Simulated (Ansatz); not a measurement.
# Geometry relaxation of Bi

The run: geometry relaxation of Bi (P6₃/mmc, 2 atoms in the cell). Method and program: DFT r2SCAN, scalar-relativistic, plane waves, PAW, no spin polarisation (Ansatz 0.2.0).

The structure derives from an entry of the Crystallography Open Database. Figures and captions count atoms from 1; the log counts them from 0 in places.

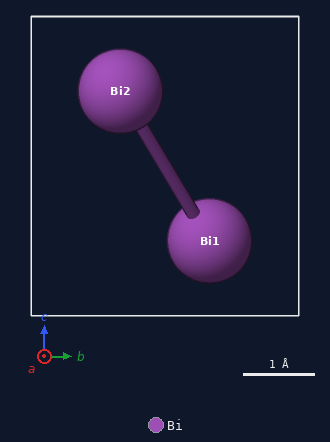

Fig. 1: The starting structure (ball-and-stick view of the cell of the calculation, along the a axis; atoms are numbered from 1 in the order of the input). Near neighbours in the crystal (not all of them lie inside the picture): Bi has 6 Bi at 3.28 Å.

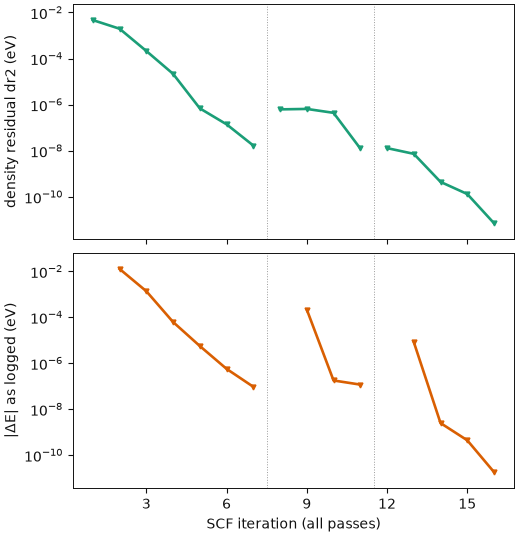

Fig. 2: Convergence of the self-consistent field: density residual dr2 and size of the energy change against the SCF iteration. The dotted lines part the SCF passes of the relaxation: geometry steps, rejected trials and re-solves on a re-selected basis. The passes take 7, 4 and 5 iterations.

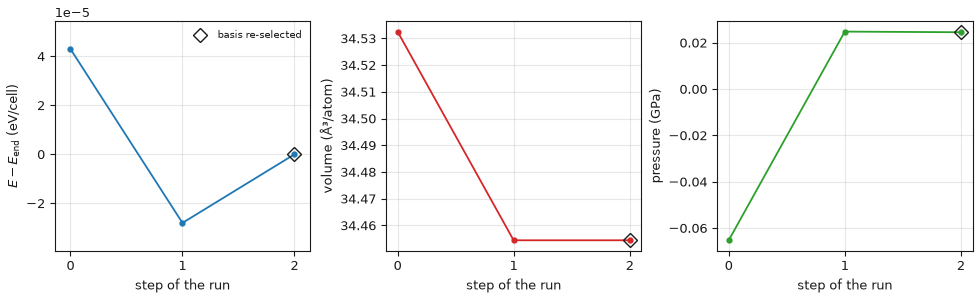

Fig. 3: Progress of the relaxation, step by step (the first geometry is step 0 here and step 1 in the log). The energy falls by 0.1 meV per cell of the calculation in 1 geometry step. All forces vanish by symmetry, so only the cell relaxes. The pressure goes from −0.07 to 0.02 GPa. No atom moves by more than 0.005 Å relative to the cell. Cell: a = b 4.350 → 4.344 Å (−0.1 %), c 4.215 → 4.217 Å (0.0 %). Volume −0.2 %. The space group stays P6_3/mmc (No. 194). A last SCF at the same geometry on a re-selected plane-wave basis shifts the energy by +0.0 meV per cell of the calculation. (Atoms are counted from 1 in the order of the input.)

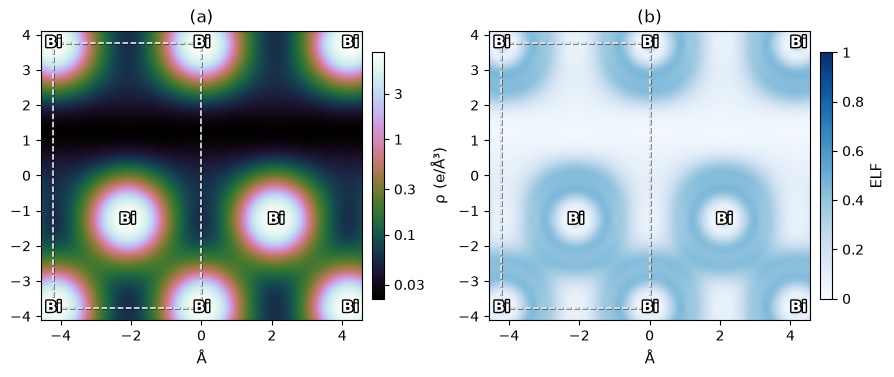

Fig. 4: (a) valence charge density (pseudo); (b) electron localisation function on the (110) plane of the conventional cell. The plane passes through Bi nuclei. Bi–Bi (3.28 Å): ρ is about 0.21 e/Å³ halfway; the ELF is about 0.40 at the midpoint, as expected for nearly free electrons, as in a simple metal. Away from the nuclei the density in this plane falls to 0.02 e/Å³ at its lowest. The fields are those of the smooth PAW valence density.

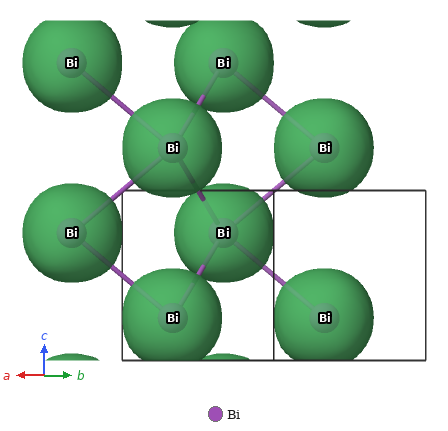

Fig. 5: Isosurface of the valence charge density (pseudo) at 0.3 e/Å³ (green), seen along [110]. Sticks mark near contacts. The outline is the cell set on symmetry axes. At this value the density breaks into separate islands; it holds about 80 % of the electrons treated as valence (semicore included). It is pinched off along the Bi–Bi (3.28 Å) contacts. On the grid the lowest density along these lines, outside the cores, is 0.21 e/Å³ (Bi–Bi, 3.28 Å).

The input and output of the run follow.

The input:
```yaml
crystal:
  lattice:
    - [4.349818992, 0.0, 0.0]
    - [-2.174909496, 3.7670537489, 0.0]
    - [0.0, 0.0, 4.2148850779]
  atoms:
    - { symbol: Bi, position: [0.3333333333, 0.6666666667, 0.25] }
    - { symbol: Bi, position: [0.6666666667, 0.3333333333, 0.75] }
basis:
  ecutwfc: 500
kpoints:
  mp_grid: { grid: [12, 12, 10] }
hamiltonian:
  xc: r2scan
scf:
  occupations: { method: gaussian, width: 0.1 }
output:
  forces: true
  stress: true
  eigenvalues: true
  write_density: true
  write_potential: true
  elf: true
  volumetric_format: npy
relax:
  adjacent_minimum: "off"
  f_tol: 0.005
  max_steps: 80
  cell: { stress_tol: 0.05 }
```

Command:
```bash
ansatz run input.yaml --threads 1 --pin off --max-ram 2560MiB --backend cpu --events-out ev --progress --plain --runs-dir out
```

The program's output:
```
Engine: ansatz 0.2.0, x86_64-unknown-linux-gnu
Pseudopotentials: kind: paw
Pseudopotential: Bi, paw, valence charge 15, recommended cutoff 500 eV (meta_gga), Bi.paw.azcp
Functional definition: r2SCAN
  parameter k0 = 0.174
  parameter k1 = 0.065
  parameter a1 = 4.9479
  exchange = r2scan_x(k0 = k0, k1 = k1, a1 = a1)
  correlation = r2scan_c
Crystal: 2 atoms, lattice volume = 69.065 Å³
Basis set: ecut = 500 eV, 1737 PW (Γ), exchange–correlation on 128×128×128 points (64 copies of the dense FFT grid, shifted against one another)
Bands: 19, of which v1, the nominal top of the filled ones, is band 15 counted from 1 (14 counted from 0)
Symmetry: 24 space group operations
Space group: P63/mmc (ITA 194), of the structure as read, at distance tolerance 4.1e-5 Å
k-points: 114 of 1440
Non-local potential: Bi, projectors of the file, l = 0: 2, l = 1: 2, l = 2: 2, l = 3: 2
PAW form: soft (Blöchl's): semilocal exchange-correlation on the pseudo side does not see the compensation charge
PAW frozen core: Bi, regenerated for the run's functional (the file was generated under x = pbe(κ = 0.804, μ = 0.2195149727645171), c = pbe(β = 0.06672455060314922))
PAW one-centre angular grid: Bi, 590 points (default); XC on 160 Gauss nodes
Initial density: superposition of atomic densities (neutral atoms: chi_scale 0, normalization atom), corrected by the library's trained network
Initial wavefunctions: pseudopotential atomic-orbital guess
Functional: x = r2scan, c = r2scan; τ floored in thin density (d = 2e-4 eV/Å³)
SCF iter   1: F=—  HF=-24821.792407 eV  |F-HF|=—  |Δ(HF+E_count)|=         —  Δρ=3.15e-3  dr2=4.68e-3  dr2_τ=4.20e-4  ethr=1.77e-3  ⟨swp⟩=6.1  Hψ=10499  notcnv=0
preconditioner: auto → Kerker (q_TF=auto, 2.374 Å⁻¹)  [metal: Δε(μ)=0.057 eV  Ē_g=21.224 eV  σ=0.100 eV  W_gap=0.30  n_scr=20 (ndim 8)  ℏωp=24.5 eV  f_vac=0.000  D(μ)=0.97/eV (n_scr^D=2)]
SCF iter   2: F=—  HF=-24821.805138 eV  |F-HF|=—  |Δ(HF+E_count)|=   1.27e-2  Δρ=1.89e-3  dr2=1.97e-3  dr2_τ=6.70e-5  ethr=1.56e-5  ⟨swp⟩=2.8  Hψ=5478  notcnv=0  defer=2
SCF iter   3: F=—  HF=-24821.806501 eV  |F-HF|=—  |Δ(HF+E_count)|=   1.36e-3  Δρ=4.56e-4  dr2=2.13e-4  dr2_τ=3.66e-6  ethr=6.56e-6  ⟨swp⟩=2.0  Hψ=2731  notcnv=0  defer=2
SCF iter   4: F=—  HF=-24821.806563 eV  |F-HF|=—  |Δ(HF+E_count)|=   6.21e-5  Δρ=1.31e-4  dr2=2.17e-5  dr2_τ=1.69e-7  ethr=7.10e-7  ⟨swp⟩=2.0  Hψ=2715  notcnv=0  defer=2
SCF iter   5: F=—  HF=-24821.806557 eV  |F-HF|=—  |Δ(HF+E_count)|=   5.60e-6  Δρ=3.06e-5  dr2=6.90e-7  dr2_τ=1.84e-8  ethr=7.22e-8  ⟨swp⟩=2.0  Hψ=2729  notcnv=0  defer=2
SCF iter   6: F=—  HF=-24821.806558 eV  |F-HF|=—  |Δ(HF+E_count)|=   5.67e-7  Δρ=1.26e-5  dr2=1.40e-7  dr2_τ=1.49e-9  ethr=3.33e-10  ⟨swp⟩=12.2  Hψ=19103  notcnv=0
SCF iter   7: F=-24821.806558 eV  HF=-24821.806558 eV  |F-HF|=8.68e-9  |Δ(HF+E_count)|=   9.39e-8  Δρ=3.80e-6  dr2=1.68e-8  dr2_τ=1.13e-10  ethr=3.33e-10  ⟨swp⟩=9.2  Hψ=14011  notcnv=0
SCF 1 converged in 7 iterations: F = -24821.806558 eV  dr2 = 1.68e-8
  greatest PAW one-centre occupation: 0.986 electrons in one spin orbital (limit 2), on the Bi atom at site 1 (counted from 0), in its partial waves of l = 2
relax step   1: F+E_penalty+E_count = -24821.80655774 eV  Δ(F+E_penalty+E_count) = +0.000e0 eV  max|allowed force component| = 3.007e-17 eV/Å  Δτ_max = 0.0000 Å  P = -0.065 GPa  Ω = 69.065 Å³  (7 SCF iters, dr2 threshold 1.00e-7 eV, accepted)
Crystal: 2 atoms, lattice volume = 68.909 Å³
Initial density: handed on by an earlier stage of this run
Initial wavefunctions: those handed on with the density
iter 1 solved again at ethr=1.37e-8 eV; its pass at ethr=3.10e-3 eV (dr2=4.12e-6 eV) is discarded
SCF iter   1: F=—  HF=-24821.806413 eV  |F-HF|=—  |Δ(HF+E_count)|=         —  Δρ=3.39e-5  dr2=6.23e-7  dr2_τ=9.21e-5  ethr=1.37e-8  ⟨swp⟩=3.0  Hψ=14171  notcnv=0
preconditioner: auto → Kerker (q_TF=auto, 2.375 Å⁻¹)  [metal: Δε(μ)=0.043 eV  Ē_g=21.184 eV  σ=0.100 eV  W_gap=0.24  n_scr=20 (ndim 8)  ℏωp=24.5 eV  f_vac=0.000  D(μ)=0.94/eV (n_scr^D=2)]
SCF iter   2: F=—  HF=-24821.806629 eV  |F-HF|=—  |Δ(HF+E_count)|=   2.16e-4  Δρ=2.78e-5  dr2=6.52e-7  dr2_τ=1.68e-8  ethr=2.08e-9  ⟨swp⟩=3.0  Hψ=4460  notcnv=0
SCF iter   3: F=—  HF=-24821.806629 eV  |F-HF|=—  |Δ(HF+E_count)|=   1.77e-7  Δρ=2.22e-5  dr2=4.41e-7  dr2_τ=4.13e-9  ethr=2.08e-9  ⟨swp⟩=1.0  Hψ=2166  notcnv=0
SCF iter   4: F=-24821.806629 eV  HF=-24821.806629 eV  |F-HF|=5.44e-9  |Δ(HF+E_count)|=   1.17e-7  Δρ=4.43e-6  dr2=1.25e-8  dr2_τ=2.86e-10  ethr=6.75e-11  ⟨swp⟩=8.8  Hψ=16768  notcnv=0
SCF 2 converged in 4 iterations: F = -24821.806629 eV  dr2 = 1.25e-8
relax step   2: F+E_penalty+E_count = -24821.80662922 eV  Δ(F+E_penalty+E_count) = -7.148e-5 eV  max|allowed force component| = 1.295e-16 eV/Å  Δτ_max = 0.0000 Å  P = +0.025 GPa  Ω = 68.909 Å³  energy of the carried Pulay correction = +2.617e-5 eV  (4 SCF iters, dr2 threshold 2.03e-8 eV, accepted)
Initial wavefunctions: pseudopotential atomic-orbital guess (no wavefunctions were taken with the density)
iter 1 solved again at ethr=2.77e-8 eV; its pass at ethr=3.10e-3 eV (dr2=8.31e-6 eV) is discarded
SCF iter   1: F=—  HF=-24821.806609 eV  |F-HF|=—  |Δ(HF+E_count)|=         —  Δρ=6.04e-6  dr2=1.30e-8  dr2_τ=7.35e-9  ethr=2.77e-8  ⟨swp⟩=4.1  Hψ=17511  notcnv=0
preconditioner: auto → Kerker (q_TF=auto, 2.375 Å⁻¹)  [metal: Δε(μ)=0.043 eV  Ē_g=21.183 eV  σ=0.100 eV  W_gap=0.24  n_scr=20 (ndim 8)  ℏωp=24.5 eV  f_vac=0.000  D(μ)=0.94/eV (n_scr^D=2)]
SCF iter   2: F=—  HF=-24821.806601 eV  |F-HF|=—  |Δ(HF+E_count)|=   8.36e-6  Δρ=3.74e-6  dr2=7.33e-9  dr2_τ=4.05e-10  ethr=4.33e-11  ⟨swp⟩=2.8  Hψ=4248  notcnv=0
SCF iter   3: F=—  HF=-24821.806601 eV  |F-HF|=—  |Δ(HF+E_count)|=   2.48e-9  Δρ=8.39e-7  dr2=4.44e-10  dr2_τ=8.98e-11  ethr=2.44e-11  ⟨swp⟩=2.8  Hψ=3648  notcnv=0
SCF iter   4: F=—  HF=-24821.806601 eV  |F-HF|=—  |Δ(HF+E_count)|=  4.40e-10  Δρ=2.67e-7  dr2=1.32e-10  dr2_τ=5.12e-12  ethr=1.48e-12  ⟨swp⟩=2.0  Hψ=2756  notcnv=0
SCF iter   5: F=-24821.806601 eV  HF=-24821.806601 eV  |F-HF|=1.09e-11  |Δ(HF+E_count)|=  1.82e-11  Δρ=7.65e-8  dr2=7.13e-12  dr2_τ=1.22e-13  ethr=1.00e-12  ⟨swp⟩=5.9  Hψ=12146  notcnv=0
SCF 3 converged in 5 iterations: F = -24821.806601 eV  dr2 = 7.13e-12
relax step   3: F+E_penalty+E_count = -24821.80660059 eV  Δ(F+E_penalty+E_count) = +2.862e-5 eV  max|allowed force component| = 1.295e-16 eV/Å  Δτ_max = 0.0000 Å  P = +0.025 GPa  Ω = 68.909 Å³  stress off target by 3.86e-2 GPa  SCF on the basis re-selected at this cell (its energy is not comparable with the rows above)  (5 SCF iters)
basis re-selected at this cell: Δ(F+E_penalty+E_count) = +2.862e-5 eV, ΔP = -0.000 GPa vs the last step (what re-selecting the basis moved, of the pressure what is left beyond the Pulay correction that the steps carried, after the strain that the cell walked since its last selection, with what the two solves' SCF thresholds leave and, on support functions, any second-order correction that the steps lacked; it is no measure of the basis error at this ecutwfc). This SCF's stress stands 3.86e-2 GPa from its target on what of the cell is left free (relax.cell.stress_tol is 5.00e-2 GPa) and its largest allowed force component is 1.30e-16 eV/Å (relax.f_tol is 5.00e-3 eV/Å): within both
SCF converged after 5 iterations
Free energy (F): -24821.806601 eV
Harris-Foulkes:  -24821.806601 eV  (|F-HF|=1.09e-11)
Internal energy: -24821.801899 eV  (E = F + TS)
E sigma→0 (E₀):  -24821.804250 eV
Entropy (-TS):   -0.004702 eV (-2.351 meV/atom)
Fermi energy:    9.981547 eV
--- Per-component energies (eV) ---
  E_band       = -229.905408
  E_kinetic    = 602.070792
  E_local      = -3066.546774  (includes V_loc(G=0)·N_el)
  E_nonlocal   = 1122.034927
  E_hartree    = 997.398590
  E_xc         = -280.787564
  E_vxc        = -311.922080  (∫ρ·V_xc dr)
  E_paw        = -21377.756801  (= ΣΔE_a)
  E_vpaw       = -592.095474  (= ΣTr[D̂ρ^β])
  E_aug_tail   = -0.000551  (compensation charges beyond the density's cutoff)
  E_vtau       = 21.756574  (kinetic-family band-sum trace: ∫τ·v_τ [+ j·A + Jᵃ·Aᵃ] dr)
  E_ewald      = -2819.965612
  E_core_change = 1.751094  (= ΣΔE_core)
  E_smearing   = -0.004702  (= −TS)
  E_closure    = 0.000000  (closes the sum)
  Σ components = -24821.806601   (vs F -24821.806601, Δ=0.00e0)
--- Forces (eV/Å), atoms counted from 1 ---
  atom   1  Bi     0.00000000     0.00000000    -0.00000000
  atom   2  Bi    -0.00000000    -0.00000000     0.00000000
  max |Σ_I F_I| component: 1.85e-17 eV/Å
--- Stress (GPa, compression-positive) ---
        0.017496       0.000000       0.000000
        0.000000       0.017496       0.000000
        0.000000       0.000000       0.038620
  P = ⅓ Tr σ = 0.0245 GPa (0.245 kbar)
--- Band table (eV; the first three rows and the last of 114) ---
  k-point 0: bands = ["-13.7120", "-13.7120", "-13.6883", "-13.5808", "-13.5808", "-13.5708", "-13.5708", "-13.5016", "-13.4422", "-13.4422", "-3.7417", "2.0261", "7.4259", "8.9008", "8.9008", "12.2760", "12.2760", "14.1759", "15.4551"]
  k-point 1: bands = ["-13.7179", "-13.7179", "-13.6817", "-13.5932", "-13.5932", "-13.5589", "-13.5589", "-13.5039", "-13.4366", "-13.4366", "-3.6549", "1.7440", "7.6039", "8.9905", "8.9905", "12.2496", "12.2496", "14.5320", "15.0066"]
  k-point 2: bands = ["-13.7289", "-13.7289", "-13.6630", "-13.6229", "-13.6229", "-13.5305", "-13.5305", "-13.5114", "-13.4265", "-13.4265", "-3.3953", "1.0357", "8.0542", "9.2542", "9.2542", "12.1400", "12.1400", "13.8420", "15.5439"]
  k-point 113: bands = ["-13.6396", "-13.6396", "-13.6039", "-13.6039", "-13.5674", "-13.5674", "-13.5574", "-13.5574", "-13.5164", "-13.5164", "-0.5976", "-0.5976", "5.5421", "5.5421", "8.0976", "8.0976", "15.4996", "15.4996", "18.7073"]
--- Relaxed structure (2 steps of the walk, 2 accepted, 1 SCFs on fresh bases) ---
  F+E_penalty+E_count = -24821.80660059 eV   max|allowed force component| = 1.295e-16 eV/Å   (the final SCF, on the basis selected at the relaxed cell)
  cell:  # Å, volume = 68.9089 Å³
    - [4.343831134401453, -1.088990652971771e-33, -6.806191581073569e-35]
    - [-2.1719155672007266, 3.7618681121414355, -2.491239021696701e-35]
    - [-6.59505956116639e-35, -6.59505956116639e-35, 4.216952616544764]
  atoms:
    - { symbol: Bi, position: [0.3333333333333332, 0.6666666666666664, 0.24999999999999997] }
    - { symbol: Bi, position: [0.6666666666666665, 0.3333333333333332, 0.75] }
```

Trajectory as extended XYZ (Å, eV, eV/Å), 3 frames, from step=1 to step=3:
```
2
Lattice="4.3498 0.0000 0.0000 -2.1749 3.7671 0.0000 0.0000 0.0000 4.2149" Properties=species:S:1:pos:R:3:forces:R:3 step=1 energy=-24821.80656 pressure_GPa=-0.07
Bi    0.0000    2.5114    1.0537    0.0000   0.0000   0.0000
Bi    2.1749    1.2557    3.1612    0.0000   0.0000   0.0000
2
Lattice="4.3438 0.0000 0.0000 -2.1719 3.7619 0.0000 0.0000 0.0000 4.2170" Properties=species:S:1:pos:R:3:forces:R:3 step=2 energy=-24821.80663 pressure_GPa=0.02
Bi    0.0000    2.5079    1.0542    0.0000   0.0000   0.0000
Bi    2.1719    1.2540    3.1627    0.0000   0.0000   0.0000
2
Lattice="4.3438 0.0000 0.0000 -2.1719 3.7619 0.0000 0.0000 0.0000 4.2170" Properties=species:S:1:pos:R:3:forces:R:3 step=3 energy=-24821.80660 pressure_GPa=0.02
Bi    0.0000    2.5079    1.0542    0.0000   0.0000   0.0000
Bi    2.1719    1.2540    3.1627    0.0000   0.0000   0.0000
```

Key numbers:

- outcome: converged
- space group (tolerance 0.01 Å): P6₃/mmc (194)
- electrons treated: 30
- free energy: −24821.8066 eV
- Fermi energy: 9.982 eV
- gap on the k-point mesh: none (metallic)
- pressure: 0.02 GPa
- final volume: 68.91 Å³
- largest force (length of the vector) at the end: under 0.001 eV/Å
- final cell: a = 4.344 Å, b = 4.344 Å, c = 4.217 Å, α = 90.00°, β = 90.00°, γ = 120.00°
- hardware: 1 thread of Intel Xeon (Sapphire Rapids), 64 GiB of memory available, shared host
- wall time: 39 s
- peak memory: 0.63 GiB

Spin–orbit coupling is left out, which matters for Bi.
